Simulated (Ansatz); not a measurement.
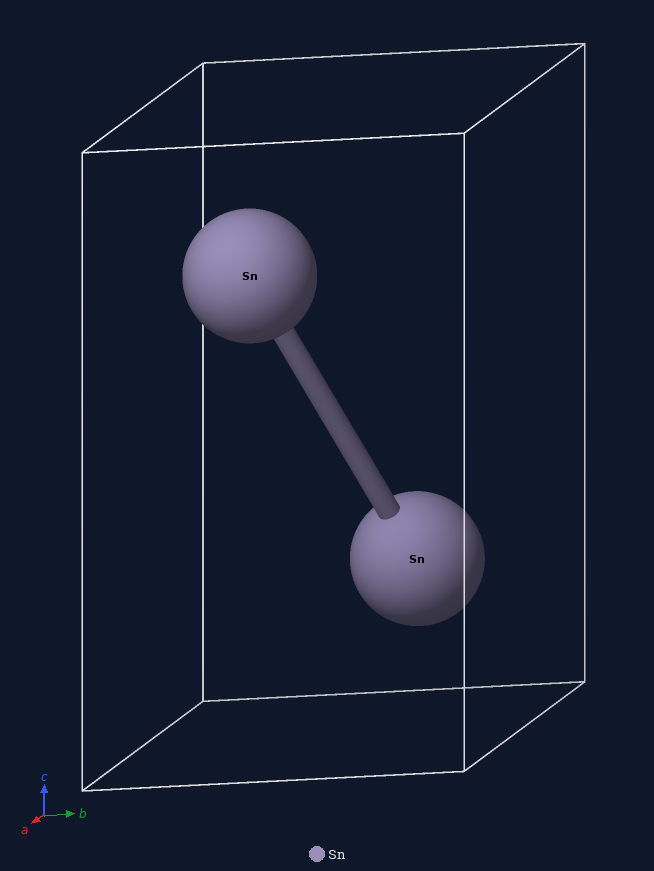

View slightly off an axis, drawn as a ball-and-stick model. The parallelepiped is the conventional unit cell.

**How many atoms count towards one cell?**

2 (tin), counting shared atoms by their share.

**What are the crystal system and the lattice centring?**

Primitive hexagonal.

**What structure family is shown?**

Hexagonal close-packed (Mg type).

Source of the structure: a textbook structure type filled with this element (whether it is the usual form wasn't checked). Relaxation method: Ansatz 0.2.0, DFT PBE, scalar-relativistic, plane waves, PAW.
